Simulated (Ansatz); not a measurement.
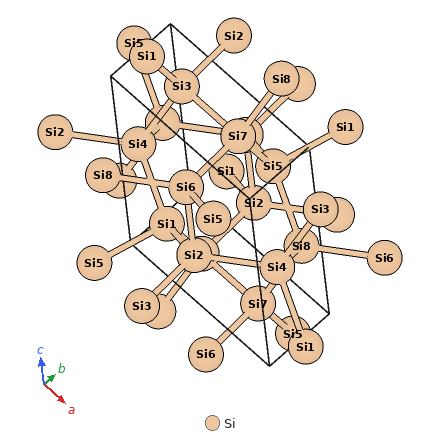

The system is Si (Ia-3, No. 206; 8 atoms in the cell); the picture shows the reference structure. 
- The energy is mapped over volume and the cell's shape.
- The first coordinate is: volume per atom; the second: c/a of the conventional cell.
- Nothing is relaxed (fractional coordinates fixed).
- The grid has 7 × 7 points.
- Points are written as (first, second).
- Energies: meV/atom, counted from the lowest grid point.
- All numbers below come from DFT PBE, scalar-relativistic, plane waves, PAW in Ansatz. Settings: cutoff 420 eV, k-mesh 10×10×10, gaussian smearing 0.15 eV, no spin polarisation.

Its coordinates:

```yaml
crystal:
  lattice:
    - [-3.32954, 3.32954, 3.32954]
    - [3.32954, -3.32954, 3.32954]
    - [3.32954, 3.32954, -3.32954]
  atoms:
    - { symbol: Si, position: [0.20285, 0.20285, 0.20285] }
    - { symbol: Si, position: [0.50000, 0.00000, 0.29715] }
    - { symbol: Si, position: [0.29715, 0.50000, 0.00000] }
    - { symbol: Si, position: [0.00000, 0.29715, 0.50000] }
    - { symbol: Si, position: [0.79715, 0.79715, 0.79715] }
    - { symbol: Si, position: [0.50000, 0.00000, 0.70285] }
    - { symbol: Si, position: [0.70285, 0.50000, 0.00000] }
    - { symbol: Si, position: [0.00000, 0.70285, 0.50000] }
```

The input of one point:

```yaml
crystal:
  lattice:
    - [-3.3295414838, 3.3295414838, 3.3295414838]
    - [3.3295414838, -3.3295414838, 3.3295414838]
    - [3.3295414838, 3.3295414838, -3.3295414838]
  atoms:
    - { symbol: Si, position: [0.2028545115, 0.2028545115, 0.2028545115] }
    - { symbol: Si, position: [0.5, 0.0, 0.2971454885] }
    - { symbol: Si, position: [0.2971454885, 0.5, 0.0] }
    - { symbol: Si, position: [0.0, 0.2971454885, 0.5] }
    - { symbol: Si, position: [0.7971454885, 0.7971454885, 0.7971454885] }
    - { symbol: Si, position: [0.5, 0.0, 0.7028545115] }
    - { symbol: Si, position: [0.7028545115, 0.5, 0.0] }
    - { symbol: Si, position: [0.0, 0.7028545115, 0.5] }
basis:
  ecutwfc: 420
kpoints:
  mp_grid: { grid: [10, 10, 10] }
hamiltonian:
  xc: pbe
  pseudopotentials: { kind: paw, azcp: { folder: soft_1 } }
scf:
  occupations: { method: gaussian, width: 0.15 }
output:
  forces: true
  stress: true
  eigenvalues: true
  write_density: true
  write_potential: true
  elf: true
  volumetric_format: npy
```

Range: volume per atom from 16.98 to 19.93 Å³; c/a of the conventional cell from 0.886 to 1.128.

> What landscape does the calculation give?

The lowest grid point is at (18.46 Å³, 1.000). No other kind of well shows on this grid. The highest grid point, (16.98 Å³, 1.128), lies 128 meV/atom above the lowest. Round the minimum the two coordinates are nearly uncoupled.

```
c/a of the conventional cell ↓, volume per atom →  16.98  17.47  17.96  18.46  18.95  19.44  19.93
                                            1.128    128    103     88     83     85     94    108
                                            1.084     80     56     42     37     40     50     66
                                            1.041     50     27     14      9     13     23     40
                                            1.000     41     17      4      0      4     14     31
                                            0.961     50     27     13      9     13     23     39
                                            0.923     78     54     40     35     38     48     64
                                            0.886    120     95     81     76     78     87    102
```

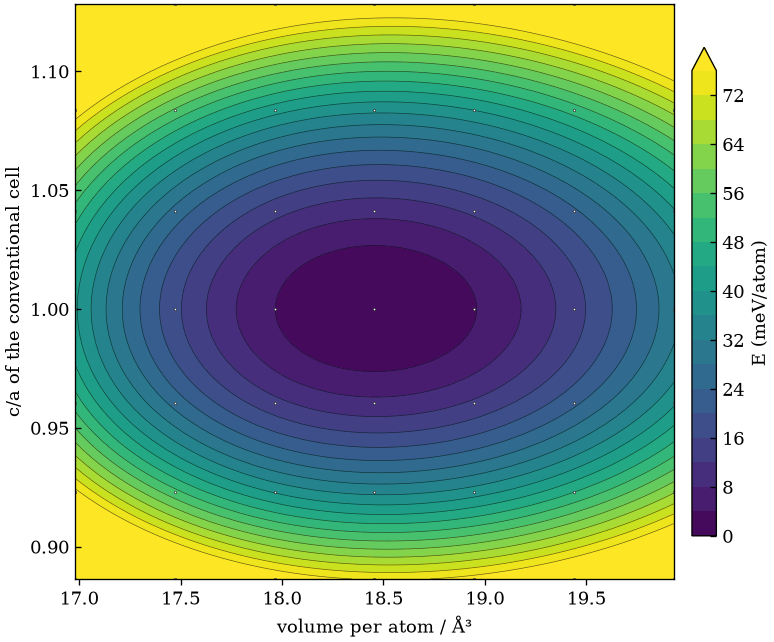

The picture shows filled contours, dots at the grid points, one colour for all values above the top of the scale. Between grid points the surface is interpolated.

Each point was launched as `ansatz run input.yaml --threads 4 --pin off --max-ram 8192MiB --backend cpu --events-out ev --progress --plain --runs-dir out`. The whole map (49 points run) took 7.4 min on 4 threads of Intel(R) Xeon(R) Platinum 8488C (Sapphire Rapids), on a shared host.
